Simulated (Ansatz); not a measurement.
## Where Mg_i (void) puts its levels in the gap of AlN (P6_3mc)

Aim: at which Fermi levels does Mg_i (void) in AlN (P6_3mc) change its charge? The model is a cell of 72 host atoms with 1 Mg put in.

Calculated with Ansatz 0.2.0; place-levels on r2SCAN runs: charge-transition levels and formation energies with image-charge correction and potential alignment at the atomic sites; PAW set soft_1.

## (1) The starting structure

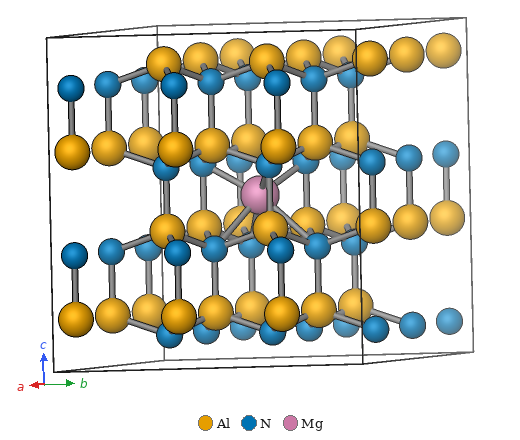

The cell as given, slightly off an axis (aluminium orange, nitrogen blue, magnesium pink). Bonds to atoms that aren't drawn are left out.

The cell holds 73 atoms: 36 Al, 36 N and 1 Mg. Cell: a = 9.320 Å, b = 9.320 Å, c = 9.956 Å, α = 90.0°, β = 90.0°, γ = 120.0°. It derives from AlN (space group P6_3mc). Nearest the centre at fractional (0.667, 0.667, 0.345): Mg73 at 0.00 Å, Al65 at 2.03 Å, N67 at 2.03 Å, Al41 at 2.03 Å, N43 at 2.03 Å, N35 at 2.03 Å, Al33 at 2.03 Å, Al66 at 2.36 Å.

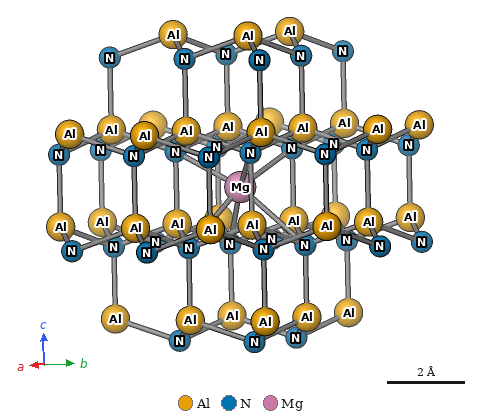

The atoms within 5 Å of the centre.

As a file:

```xyz
73
Lattice="9.3196 0.0000 0.0000 -4.6598 8.0710 0.0000 0.0000 0.0000 9.9565" Properties=species:S:1:pos:R:3 pbc="T T T"
Al    1.5533    0.8968    2.4852
Al    0.0000    1.7936    4.9743
N     1.5533    0.8968    4.3848
N     0.0000    1.7936    1.8957
Al    1.5533    0.8968    7.4634
Al    0.0000    1.7936    9.9525
N     1.5533    0.8968    9.3631
N     0.0000    1.7936    6.8739
Al    0.0000    3.5871    2.4852
Al   -1.5533    4.4839    4.9743
N     0.0000    3.5871    4.3848
N    -1.5533    4.4839    1.8957
Al    0.0000    3.5871    7.4634
Al   -1.5533    4.4839    9.9525
N     0.0000    3.5871    9.3631
N    -1.5533    4.4839    6.8739
Al   -1.5533    6.2774    2.4852
Al   -3.1065    7.1742    4.9743
N    -1.5533    6.2774    4.3848
N    -3.1065    7.1742    1.8957
Al   -1.5533    6.2774    7.4634
Al   -3.1065    7.1742    9.9525
N    -1.5533    6.2774    9.3631
N    -3.1065    7.1742    6.8739
Al    4.6598    0.8968    2.4852
Al    3.1065    1.7936    4.9743
N     4.6598    0.8968    4.3848
N     3.1065    1.7936    1.8957
Al    4.6598    0.8968    7.4634
Al    3.1065    1.7936    9.9525
N     4.6598    0.8968    9.3631
N     3.1065    1.7936    6.8739
Al    3.1065    3.5871    2.4852
Al    1.5533    4.4839    4.9743
N     3.1065    3.5871    4.3848
N     1.5533    4.4839    1.8957
Al    3.1065    3.5871    7.4634
Al    1.5533    4.4839    9.9525
N     3.1065    3.5871    9.3631
N     1.5533    4.4839    6.8739
Al    1.5533    6.2774    2.4852
Al    0.0000    7.1742    4.9743
N     1.5533    6.2774    4.3848
N     0.0000    7.1742    1.8957
Al    1.5533    6.2774    7.4634
Al    0.0000    7.1742    9.9525
N     1.5533    6.2774    9.3631
N     0.0000    7.1742    6.8739
Al    7.7663    0.8968    2.4852
Al    6.2130    1.7936    4.9743
N     7.7663    0.8968    4.3848
N     6.2130    1.7936    1.8957
Al    7.7663    0.8968    7.4634
Al    6.2130    1.7936    9.9525
N     7.7663    0.8968    9.3631
N     6.2130    1.7936    6.8739
Al    6.2130    3.5871    2.4852
Al    4.6598    4.4839    4.9743
N     6.2130    3.5871    4.3848
N     4.6598    4.4839    1.8957
Al    6.2130    3.5871    7.4634
Al    4.6598    4.4839    9.9525
N     6.2130    3.5871    9.3631
N     4.6598    4.4839    6.8739
Al    4.6598    6.2774    2.4852
Al    3.1065    7.1742    4.9743
N     4.6598    6.2774    4.3848
N     3.1065    7.1742    1.8957
Al    4.6598    6.2774    7.4634
Al    3.1065    7.1742    9.9525
N     4.6598    6.2774    9.3631
N     3.1065    7.1742    6.8739
Mg    3.1065    5.3807    3.4350
```

Known beforehand: the electronic dielectric constant, (4.49, 4.49, 4.72), and the static one, (8.15, 8.15, 9.65), computed on the host (DFPT, PBEsol, on the r2SCAN cell), and a cell off the functional's own equilibrium shifts the ionic part.

The cell's shortest repeat is 9.3 Å.

## (2) Charge states

A transition level is the Fermi level at which two charge states cost the same, so each charge needs its own total energy, at its own relaxed structure.

Each atom starts 0.05 Å or so off its site in a random direction: a symmetric start keeps its symmetry, and would miss off-centre moves and Jahn–Teller distortions. Forces are taken at one point at (¼, ¼, ¼). The cell holds 1 electron fewer than the neutral one, with a uniform background that keeps it neutral on the whole. The electron count is odd, so at least one spin is unpaired; this run locks the moment at 1 μB.

The sampling was tested on the host first: at the k-points planned (1x1x1 shifted 0.25 0.25 0.25) its energy lies -0.014 eV an atom from the dense-mesh value, under the bound of 0.02 eV set for this test; that bounds the host's error, not the defect's.

One state's input; the others differ in charge, spin, start and seed, and in occupations where the table says so.

Input file qp1_M1.relax/input.yaml:

```yaml
crystal:
  lattice:
    - [9.31956554, 9.0e-08, 0.0]
    - [-4.65978284, 8.07098046, 0.0]
    - [0.0, 0.0, 9.95647772]
  atoms:
    - { symbol: Al, position: [0.22222222, 0.11111111, 0.24960167] }
    - { symbol: Al, position: [0.11111111, 0.22222222, 0.49960167] }
    - { symbol: "N", position: [0.22222222, 0.11111111, 0.44039833] }
    - { symbol: "N", position: [0.11111111, 0.22222222, 0.19039833] }
    - { symbol: Al, position: [0.22222222, 0.11111111, 0.74960167] }
    - { symbol: Al, position: [0.11111111, 0.22222222, 0.99960167] }
    - { symbol: "N", position: [0.22222222, 0.11111111, 0.94039833] }
    - { symbol: "N", position: [0.11111111, 0.22222222, 0.69039833] }
    - { symbol: Al, position: [0.22222222, 0.44444444, 0.24960167] }
    - { symbol: Al, position: [0.11111111, 0.55555556, 0.49960167] }
    - { symbol: "N", position: [0.22222222, 0.44444444, 0.44039833] }
    - { symbol: "N", position: [0.11111111, 0.55555556, 0.19039833] }
    - { symbol: Al, position: [0.22222222, 0.44444444, 0.74960167] }
    - { symbol: Al, position: [0.11111111, 0.55555556, 0.99960167] }
    - { symbol: "N", position: [0.22222222, 0.44444444, 0.94039833] }
    - { symbol: "N", position: [0.11111111, 0.55555556, 0.69039833] }
    - { symbol: Al, position: [0.22222222, 0.77777778, 0.24960167] }
    - { symbol: Al, position: [0.11111111, 0.88888889, 0.49960167] }
    - { symbol: "N", position: [0.22222222, 0.77777778, 0.44039833] }
    - { symbol: "N", position: [0.11111111, 0.88888889, 0.19039833] }
    - { symbol: Al, position: [0.22222222, 0.77777778, 0.74960167] }
    - { symbol: Al, position: [0.11111111, 0.88888889, 0.99960167] }
    - { symbol: "N", position: [0.22222222, 0.77777778, 0.94039833] }
    - { symbol: "N", position: [0.11111111, 0.88888889, 0.69039833] }
    - { symbol: Al, position: [0.55555556, 0.11111111, 0.24960167] }
    - { symbol: Al, position: [0.44444444, 0.22222222, 0.49960167] }
    - { symbol: "N", position: [0.55555556, 0.11111111, 0.44039833] }
    - { symbol: "N", position: [0.44444444, 0.22222222, 0.19039833] }
    - { symbol: Al, position: [0.55555556, 0.11111111, 0.74960167] }
    - { symbol: Al, position: [0.44444444, 0.22222222, 0.99960167] }
    - { symbol: "N", position: [0.55555556, 0.11111111, 0.94039833] }
    - { symbol: "N", position: [0.44444444, 0.22222222, 0.69039833] }
    - { symbol: Al, position: [0.55555556, 0.44444444, 0.24960167] }
    - { symbol: Al, position: [0.44444444, 0.55555556, 0.49960167] }
    - { symbol: "N", position: [0.55555556, 0.44444444, 0.44039833] }
    - { symbol: "N", position: [0.44444444, 0.55555556, 0.19039833] }
    - { symbol: Al, position: [0.55555556, 0.44444444, 0.74960167] }
    - { symbol: Al, position: [0.44444444, 0.55555556, 0.99960167] }
    - { symbol: "N", position: [0.55555556, 0.44444444, 0.94039833] }
    - { symbol: "N", position: [0.44444444, 0.55555556, 0.69039833] }
    - { symbol: Al, position: [0.55555556, 0.77777778, 0.24960167] }
    - { symbol: Al, position: [0.44444444, 0.88888889, 0.49960167] }
    - { symbol: "N", position: [0.55555556, 0.77777778, 0.44039833] }
    - { symbol: "N", position: [0.44444444, 0.88888889, 0.19039833] }
    - { symbol: Al, position: [0.55555556, 0.77777778, 0.74960167] }
    - { symbol: Al, position: [0.44444444, 0.88888889, 0.99960167] }
    - { symbol: "N", position: [0.55555556, 0.77777778, 0.94039833] }
    - { symbol: "N", position: [0.44444444, 0.88888889, 0.69039833] }
    - { symbol: Al, position: [0.88888889, 0.11111111, 0.24960167] }
    - { symbol: Al, position: [0.77777778, 0.22222222, 0.49960167] }
    - { symbol: "N", position: [0.88888889, 0.11111111, 0.44039833] }
    - { symbol: "N", position: [0.77777778, 0.22222222, 0.19039833] }
    - { symbol: Al, position: [0.88888889, 0.11111111, 0.74960167] }
    - { symbol: Al, position: [0.77777778, 0.22222222, 0.99960167] }
    - { symbol: "N", position: [0.88888889, 0.11111111, 0.94039833] }
    - { symbol: "N", position: [0.77777778, 0.22222222, 0.69039833] }
    - { symbol: Al, position: [0.88888889, 0.44444444, 0.24960167] }
    - { symbol: Al, position: [0.77777778, 0.55555556, 0.49960167] }
    - { symbol: "N", position: [0.88888889, 0.44444444, 0.44039833] }
    - { symbol: "N", position: [0.77777778, 0.55555556, 0.19039833] }
    - { symbol: Al, position: [0.88888889, 0.44444444, 0.74960167] }
    - { symbol: Al, position: [0.77777778, 0.55555556, 0.99960167] }
    - { symbol: "N", position: [0.88888889, 0.44444444, 0.94039833] }
    - { symbol: "N", position: [0.77777778, 0.55555556, 0.69039833] }
    - { symbol: Al, position: [0.88888889, 0.77777778, 0.24960167] }
    - { symbol: Al, position: [0.77777778, 0.88888889, 0.49960167] }
    - { symbol: "N", position: [0.88888889, 0.77777778, 0.44039833] }
    - { symbol: "N", position: [0.77777778, 0.88888889, 0.19039833] }
    - { symbol: Al, position: [0.88888889, 0.77777778, 0.74960167] }
    - { symbol: Al, position: [0.77777778, 0.88888889, 0.99960167] }
    - { symbol: "N", position: [0.88888889, 0.77777778, 0.94039833] }
    - { symbol: "N", position: [0.77777778, 0.88888889, 0.69039833] }
    - { symbol: Mg, position: [0.666667, 0.666667, 0.345] }
  host:
    repeats: [3, 3, 2]
    atoms:
      - { symbol: Al, position: [0.66666667, 0.33333333, 0.49920333] }
      - { symbol: Al, position: [0.33333333, 0.66666667, 0.99920333] }
      - { symbol: "N", position: [0.66666667, 0.33333333, 0.88079667] }
      - { symbol: "N", position: [0.33333333, 0.66666667, 0.38079667] }
total_charge: 1
basis:
  ecutwfc: 500
  xc_grid: 2
hamiltonian:
  xc: r2scan
  pseudopotentials: { kind: paw, azcp: { folder: soft_1 } }
kpoints:
  mp_grid: { grid: [1, 1, 1], shift: [0.25, 0.25, 0.25] }
magnetization:
  spin_polarized: true
  initial_magnetization: 1
  spin_locking: { lock_magnetization: hard }
scf:
  occupations: { method: fixed }
  max_iter: 80
output:
  forces: true
  charged_corrections:
    epsilon: [4.49, 4.49, 4.72]
    static_epsilon: [8.15, 8.15, 9.65]
    defect_position: [0.666667, 0.666667, 0.345]
relax:
  f_tol: 0.02
  max_steps: 80
  random_displacement: { amplitude: 0.05, seed: 3211 }
checkpoint:
  write: "../qp1_M1.relax.run"
  compress: false
  write_wavefunctions: true
  write_every: 100000
```

Launch:

```sh
$ ansatz run input.yaml --threads 4 --pin off --max-ram 7536MiB --backend cpu --events-out ev --progress --plain --runs-dir out
```

Defect states can disperse in a cell of this size, so the energy is taken again at a 2×2×2 shifted mesh, on the relaxed structure.

The run of this state that the levels use, under r2SCAN:

Input file qp1_M1.point/input.yaml:

```yaml
crystal:
  checkpoint: "../qp1_M1.relax.run"
  host: checkpoint
total_charge: 1
basis:
  ecutwfc: 500
  xc_grid: 2
hamiltonian:
  xc: r2scan
  pseudopotentials: { kind: paw, azcp: { folder: soft_1 } }
kpoints:
  mp_grid: { grid: [2, 2, 2], shift: [0.5, 0.5, 0.5] }
magnetization:
  spin_polarized: true
  initial_magnetization: 1
  spin_locking: { lock_magnetization: hard }
scf:
  occupations: { method: fermi_dirac, width: 0.01 }
  max_iter: 80
output:
  forces: true
  eigenvalues: true
  charged_corrections:
    epsilon: [4.49, 4.49, 4.72]
    static_epsilon: [8.15, 8.15, 9.65]
    defect_position: [0.666667, 0.666667, 0.345]
  eigenstates: { localisation: true }
  populations: true
  efg: {}
  band_densities: [{ bands: [v1, v1] }, { bands: [c1, c1] }]
  write_density: true
  write_potential: true
  volumetric_format: npy
  elf: true
checkpoint:
  read: "../qp1_M1.relax.run"
  write: "../qp1_M1.point.run"
  compress: false
  write_wavefunctions: false
  write_every: 100000
```

Relaxations under r2SCAN at one point at (¼, ¼, ¼); times on 4 threads of Arm Neoverse V2, shared host:

```tsv
charge	moment (μB)	occupations	outcome	steps	largest displacement against the far atoms (Å)	time
0	0	fixed	converged	10	0.29	1.9 min
+1	1	fixed	converged	11	0.27	5.2 min
+2	0	fixed	converged	6	0.25	75 s
```

Single points under r2SCAN at a 2×2×2 shifted mesh; times on 4 threads of Arm Neoverse V2, shared host:

```tsv
charge	moment (μB)	occupations	outcome	time
0	0	fermi-dirac	converged	76 s
+1	1	fermi-dirac	converged	3.5 min
+2	0	fermi-dirac	converged	72 s
```

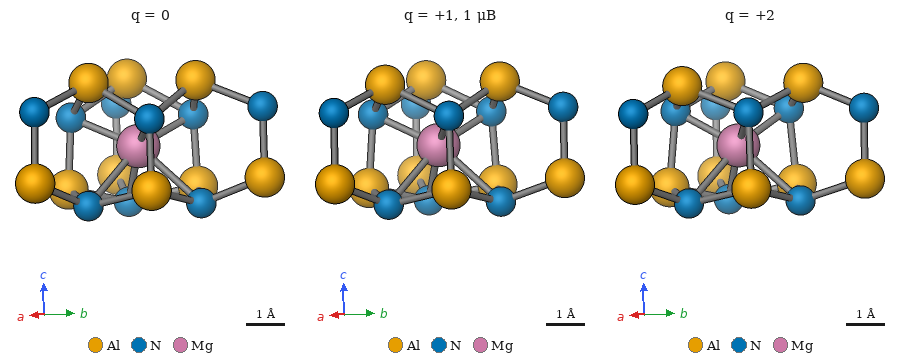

The structures near the centre after relaxation with r2SCAN, by charge.

Distances (Å) from Mg73 to the nearest atoms after relaxation with r2SCAN:

```tsv
charge	moment (μB)	1.	2.	3.	4.	5.	6.
0	0	N 2.04	N 2.04	N 2.04	Al 2.30	Al 2.30	Al 2.30
+1	1	N 2.02	N 2.02	N 2.02	Al 2.29	Al 2.29	Al 2.29
+2	0	N 2.00	N 2.00	N 2.00	Al 2.27	Al 2.27	Al 2.27
```

## (3) place-levels, r2SCAN

A charged cell interacts with its images and the background, and its potential has another zero than the host's. place-levels removes the first by a point-charge model, screened by the static dielectric constant since the ions have relaxed around the charge, and the second by comparing potentials at atoms far from the defect.

The host is a run of the defect-free crystal in the same cutoffs, grids and k-points, so that basis and sampling errors cancel in part in the differences. The host is run in a cell of 8 atoms on a matching mesh. Its band edges are searched through the zone by a band path, so the gap is smaller than, or equal to, that on the mesh. Chemical potentials are energies per atom of Mg (hcp), run with the same functional and cutoff.

Input file levels.point.yaml:

```yaml
host:
  run: host.point.run
states: [q0.point.run, qp1_M1.point.run, qp2.point.run]
geometry_from:
  q0.point.run: q0.relax.run
  qp1_M1.point.run: qp1_M1.relax.run
  qp2.point.run: qp2.relax.run
  host.point.run: host.relax.run
chemical_potentials:
  Mg:
    energy: -1926.407918
    dataset: "<sha256 of the dataset>"
epsilon: [4.49, 4.49, 4.72]
static_epsilon: [8.15, 8.15, 9.65]
vertical:
  - { from: qp1_M1.point.run, to: qp1_M1.point_neutral.run }
  - { from: qp2.point.run, to: qp2.point_neutral.run }
```

Launch:

```sh
$ ansatz place-levels levels.point.yaml -- --threads 4 --pin off --max-ram 7536MiB
```

Numbers of over 12 decimals in the logs are rounded to 6 here.

Output:

```text
[... repeated set-up lines and file paths are left out, and long positions are rounded to six places ...]
(+2/+1) 4.454 eV above the valence edge, 0.424 eV under the conduction edge
(+1/0) 4.854 eV above the valence edge, 0.024 eV under the conduction edge
formation energy of charge +2: +0.447 eV with the Fermi level at the valence edge
formation energy of charge +1: +4.901 eV with the Fermi level at the valence edge
formation energy of charge 0: +9.755 eV with the Fermi level at the valence edge
vertical +1 to 0: no energy, since no alignment is typed
  the change from vertical[0].from (qp1_M1.point.run) to vertical[0].to (qp1_M1.point_neutral.run): by its spins about the atoms it stands at 0.656 0.678 0.482, with an rms radius of about 3.1 Å (1.8 1.8 1.8 Å across the planes of the cell's vectors); [...]
vertical +2 to 0: no energy, since no alignment is typed
  the change from vertical[1].from (qp2.point.run) to vertical[1].to (qp2.point_neutral.run): by its potential at epsilon [4.49, 4.49, 4.72] it stands at 0.601 0.732 0.367, with an rms radius of about 5.2 Å (3.0 3.0 3.1 Å across the planes of the cell's [...]
  edges by r2scan, gap 4.878 eV; the host is sampled to repeats of 18.64 Å
  the defect's cells are sampled to repeats of 18.64 Å, like sampling
  charge +2: -35365.3092 eV with its correction of +1.448 eV, at epsilon [8.15, 8.15, 9.65], aligned at sites: +0.1984 eV, mean over 36 atomic sites at or beyond 4.66 Å from the defect at [0.6667, 0.6667, 0.3450], with -0.006454 for the charge's moments and [...]
  charge +1: -35353.9370 eV with its correction of +0.490 eV, at epsilon [8.15, 8.15, 9.65], aligned at sites: +0.2274 eV, mean over 36 atomic sites at or beyond 4.66 Å from the defect at [0.6667, 0.6667, 0.3450], with -0.000000 for the charge's moments and [...]
  charge 0: +0.000 eV for its dipole among its images, +0.029 omitted
  of states[2] (qp2.point.run): it parts from the run at its places by a charge that spreads by about 3 Å along one vector (1.4 Å or more is wide), by its potential at epsilon [4.49, 4.49, 4.72], taken for that of held ions (one typed too small widens it), [...]
  of states[1] (qp1_M1.point.run): it parts from the run at its places by a charge that spreads by about 1.8 Å along one vector (1.4 Å or more is wide), by the spins about the atoms, where the cell does not tell a trapped carrier from a band state. [...]
  of states[0] (q0.point.run): its alignment with the host at atomic sites is doubtful: the mean over the far sites moves by -0.0621 eV from their farther parts to their nearer, more than 0.05 eV. [...]
  of vertical[0].from (qp1_M1.point.run): its displacements don't fall off away from the defect: farther atoms stand 0.037 Å off the host's places. [...]
  of vertical[0].to (qp1_M1.point_neutral.run): its displacements don't fall off away from the defect: farther atoms stand 0.037 Å off the host's places. [...]
  of vertical[1].from (qp2.point.run): its displacements don't fall off away from the defect: farther atoms stand 0.025 Å off the host's places. [...]
  vertical[1].to (qp2.point_neutral.run): levels filled in part (TS 0.007 eV): its energy is of no whole electron's
  of vertical[1].to (qp2.point_neutral.run): its displacements don't fall off away from the defect: farther atoms stand 0.025 Å off the host's places. [...]
```

It took 0.3 s on 4 threads of Arm Neoverse V2, shared host.

(Continued in part 2 of 2.)

[Logs are printed without paths, hosts, clocks, repeated set-up lines and the standing remarks that a program may print on its own settings, such as how far it seeks lower states.]

[Hosts, paths, dates, database ids (printed as entryN), source tags and the programs' standing remarks are cut or masked in the printed files.]

[Where a table of states has a column of steps, it counts the stored structures, which are thinned; the runs took as many ionic steps or more.]

[A defect's name tells the site on which it was built; relaxed atoms can leave that site.]

[For some hosts the program warned that the k-mesh of the response run may be too coarse for force constants and the static dielectric constant; such warnings are not shown here.]
